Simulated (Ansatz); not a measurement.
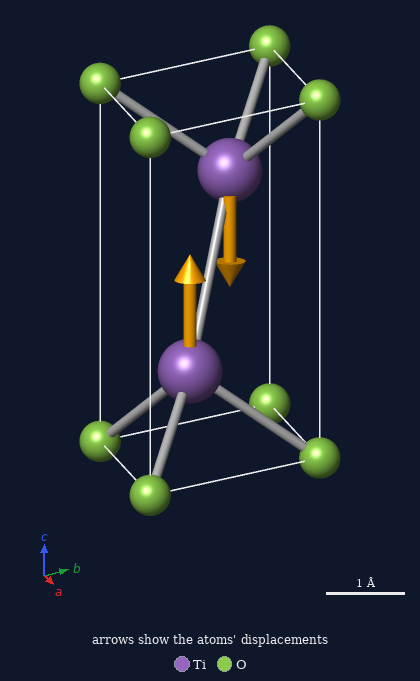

Phonons of crystalline Ti₂O, at the zone centre. The optical levels lie at 159 (×2), 298, 444 (×2), 504 cm⁻¹. One mode is drawn. The orange arrows give the relative displacements of the atoms. The picture is a ball-and-stick view of the cell of the calculation, seen slightly off an axis.

All numbers below come from DFT PBEsol, scalar-relativistic, plane waves, PAW in Ansatz 0.2.0. Settings: plane-wave cutoff 420 eV; k-point mesh 18 × 18 × 10; occupations fermi dirac; smearing width 0.15 eV; no spin polarisation.

The frequencies depend somewhat on the k-mesh and the smearing.

Question: To which level does it belong?

Answer: The level at 298 cm⁻¹. This is the A₁g mode, optical level 2 of 4, counted from below, Raman-active by symmetry. The O atoms stay at rest; all motion is along c; atoms of one kind move against one another, with no net shift of their sublattice.
